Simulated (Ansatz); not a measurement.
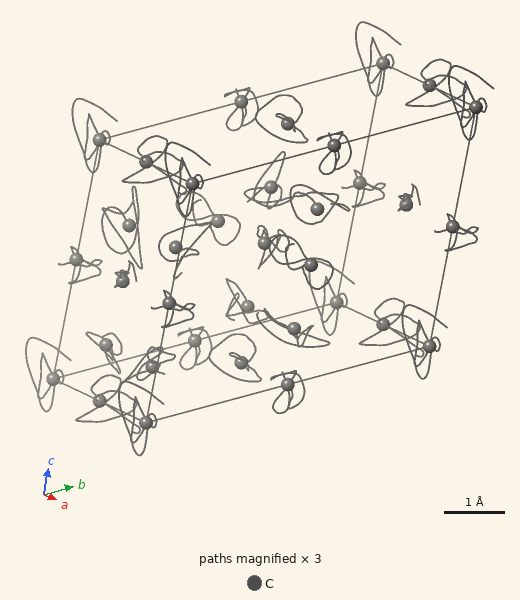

Molecular dynamics of a 16-atom cell of C, 90 fs long. The cell was cut from the diamond crystal. Lines trace each atom's path, in the colour of its element; spheres stand at the starting positions. The excursions are magnified 3 times. Seen slightly off an axis in the reduced simulation cell.

The calculation used DFT PBE, scalar-relativistic, plane waves, PAW (Ansatz 0.2.0). Run with plane-wave cutoff 420 eV; k-point mesh 3 × 3 × 3; Fermi-Dirac smearing 0.24 eV; volume 1.05 times that of the relaxed crystal; Langevin thermostat (NVT); set temperature 2800 K; time step 0.75 fs; friction 0.02 per fs.

Input
```yaml
crystal:
  lattice:
    - [0.0, 3.628535, 3.628535]
    - [3.628535, 0.0, 3.628535]
    - [3.628535, 3.628535, 0.0]
  atoms:
    - { symbol: C, position: [0.0, 0.0, 0.0] }
    - { symbol: C, position: [0.125, 0.125, 0.125] }
    - { symbol: C, position: [0.0, 0.0, 0.5] }
    - { symbol: C, position: [0.125, 0.125, 0.625] }
    - { symbol: C, position: [0.0, 0.5, 0.0] }
    - { symbol: C, position: [0.125, 0.625, 0.125] }
    - { symbol: C, position: [0.0, 0.5, 0.5] }
    - { symbol: C, position: [0.125, 0.625, 0.625] }
    - { symbol: C, position: [0.5, 0.0, 0.0] }
    - { symbol: C, position: [0.625, 0.125, 0.125] }
    - { symbol: C, position: [0.5, 0.0, 0.5] }
    - { symbol: C, position: [0.625, 0.125, 0.625] }
    - { symbol: C, position: [0.5, 0.5, 0.0] }
    - { symbol: C, position: [0.625, 0.625, 0.125] }
    - { symbol: C, position: [0.5, 0.5, 0.5] }
    - { symbol: C, position: [0.625, 0.625, 0.625] }
basis:
  ecutwfc: 420.0
kpoints:
  mp_grid: { grid: [3, 3, 3] }
hamiltonian:
  xc: pbe
scf:
  occupations: { method: fermi_dirac, width: 0.24 }
  lower_state_search: "off"
md:
  timestep: 0.75
  n_steps: 120
  ensemble: nvt_langevin
  temperature: 2800.0
  initial_velocities: maxwell_boltzmann
  seed: 497274
  friction: 0.02
```

Command:
```bash
ansatz run input.yaml --threads 1 --pin off --max-ram 3072MiB --backend cpu --events-out ev --progress --plain --runs-dir out
```

### Describe the motion.

Root-mean-square distances from the starting positions over the second half, with the common drift of all atoms taken out: C 0.14 Å. The run lasts only 90 fs, too short to tell vibration from diffusion. The mean temperature in the second half is 2490 K (standard deviation 306 K). The potential energy in the second half lies on average 318 meV per atom above the first frame.
